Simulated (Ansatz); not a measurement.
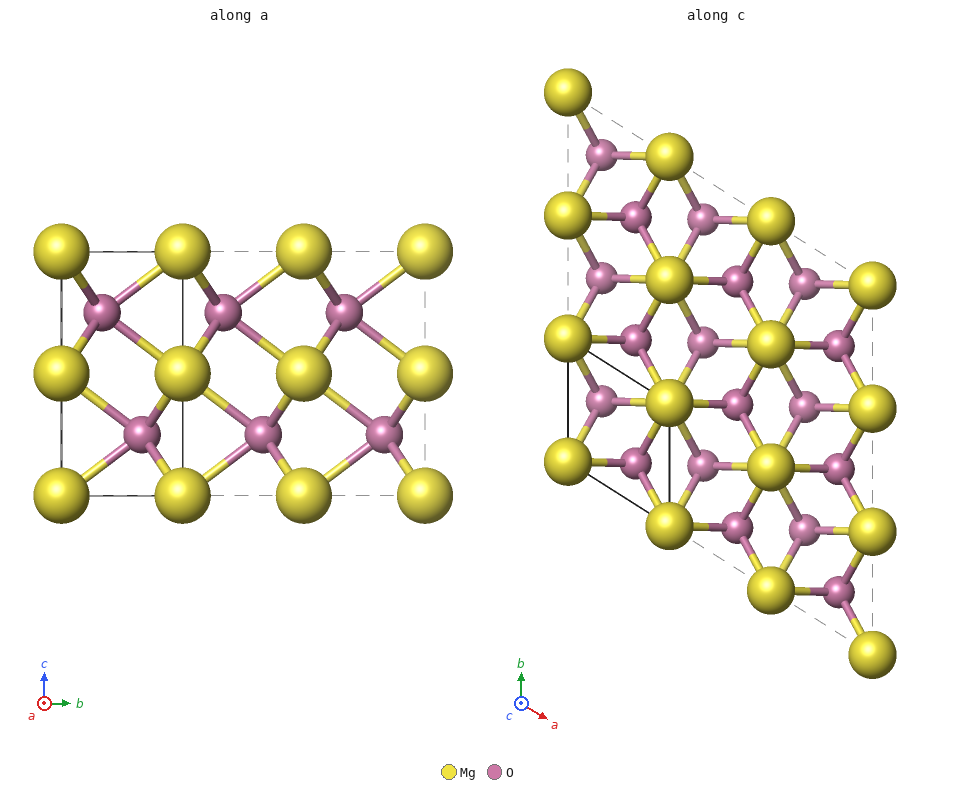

Crystal structure, ball-and-stick style, seen along the a axis and along the c axis. The solid frame is a single unit cell within a 3×3×1 block.

MgO, a = 2.92 Å, b = 2.99 Å, c = 5.09 Å, α = 90.00°, β = 90.00°, γ = 122.39°.

Method: Ansatz 0.2.0, DFT, r2SCAN, plane waves, PAW; plane waves to 500 eV, a 12×12×6 k-point grid, no spin polarisation.

How large a gap does the method give, if there is one?

Answer. An insulator at this level, with a gap of 5.19 eV, direct.

Which way would the volume go on relaxing?

Answer. The computed pressure is 0.5 GPa (compressed: it would expand). The stress isn't hydrostatic: its largest component is 7.6 GPa.

The initial geometry was a structure type filled with these elements by a generator (whether the compound takes this form wasn't checked). The cell was then strained or its atoms displaced on purpose. It went into a calculation with Ansatz.
